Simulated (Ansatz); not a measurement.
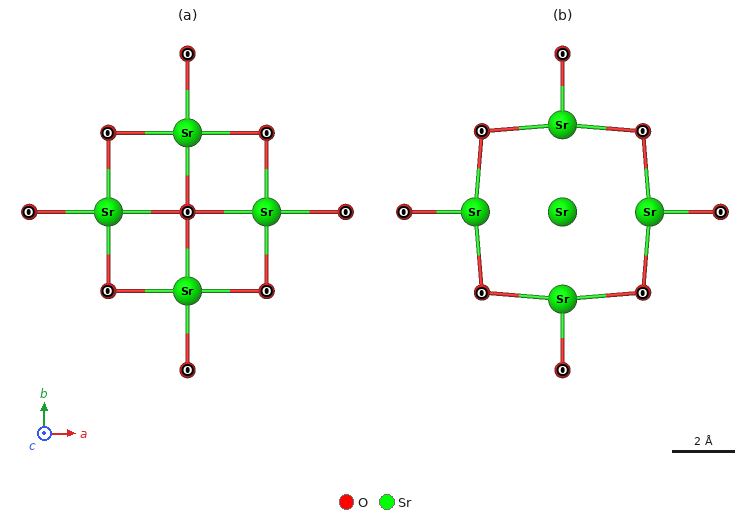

Left: perfect SrO. Right: the same region with one point defect, after relaxing the atoms in a supercell of 64 sites. The picture is a ball-and-stick view of the atoms within 5.4 Å of one point, in a slice 3.4 Å thick across the line of sight, seen along the c axis.

Theory: DFT, PBEsol, PAW, plane waves in Ansatz 0.2.0. (plane-wave cutoff 420 eV; k-point mesh 1 × 1 × 1; mesh shifted by (0.25, 0.25, 0.25); no spin polarisation) Fermi-Dirac smearing of 0.01 eV. A uniform background neutralises the charged cell. The axes drawn are those of the host's conventional cell.

Q: What kind of defect was made?

A: An oxygen atom is replaced by strontium.

The charge state of the cell is +2.

Q: What does the relaxation do around it?

A: In the host the O atom has 6 Sr at 2.56 Å; the Sr atom ends with 6 Sr at 2.82 to 2.91 Å. Of the host's atoms, a strontium atom moves furthest from its site, by 0.35 Å.

Limits of the set-up: the cell is charged, on a uniform background, and energies carry no finite-size correction.
